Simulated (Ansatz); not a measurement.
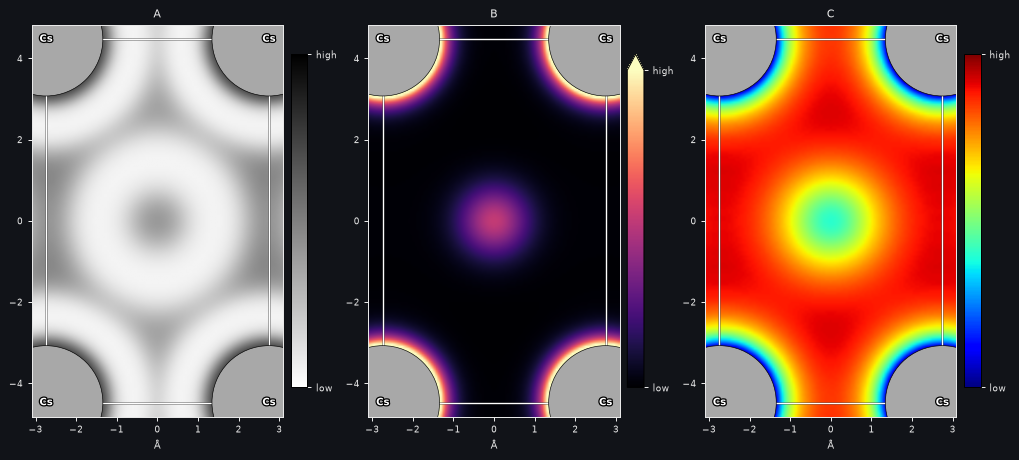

Cs: 3 fields on the (100) plane of the conventional cell, with unlabelled colour scales. Grey discs cover the atomic cores.

Space group P6₃/mmc; a structure from a database of computed crystals, not necessarily the ambient phase.

Theory: DFT PBE, scalar-relativistic, plane waves, PAW in Ansatz.

The calculation's input:

```
crystal:
  lattice:
    - [5.5663060538, 0.0, 0.0]
    - [-2.7831530269, 4.8205624479, 0.0]
    - [0.0, 0.0, 9.25847896]
  atoms:
    - { symbol: Cs, position: [0.33333333, 0.66666667, 0.25] }
    - { symbol: Cs, position: [0.66666667, 0.33333333, 0.75] }
basis:
  ecutwfc: 420
kpoints:
  mp_grid: { grid: [12, 12, 6] }
hamiltonian:
  xc: pbe
scf:
  occupations: { method: gaussian, width: 0.1 }
output:
  forces: true
  stress: true
  eigenvalues: true
  write_density: true
  write_potential: true
  elf: true
  volumetric_format: npy
relax:
  adjacent_minimum: "off"
  f_tol: 0.005
  max_steps: 80
  cell: { stress_tol: 0.05 }
```

Command:

```sh
ansatz run input.yaml --threads 1 --pin off --max-ram 2560MiB --backend cpu --events-out ev --progress --plain --runs-dir out
```

Below, planes, directions and counts refer to the conventional cell (a = 5.49 Å, b = 5.49 Å, c = 8.95 Å, α = 90.00°, β = 90.00°, γ = 120.00°).

The fields are those of the relaxed geometry.

Q: Match the panels to the quantities (electron localisation function, electrostatic potential energy of an electron and valence pseudo-density).

A: Panel A: electron localisation function. Panel B: valence pseudo-density. Panel C: electrostatic potential energy of an electron (low next to the atoms, rising into the space between them). From the grid: Cs–Cs (5.49 Å): the density is about 0.01 e/Å³ at the midpoint; the ELF is about 0.15 at the midpoint; no shared electron pair shows on this line.
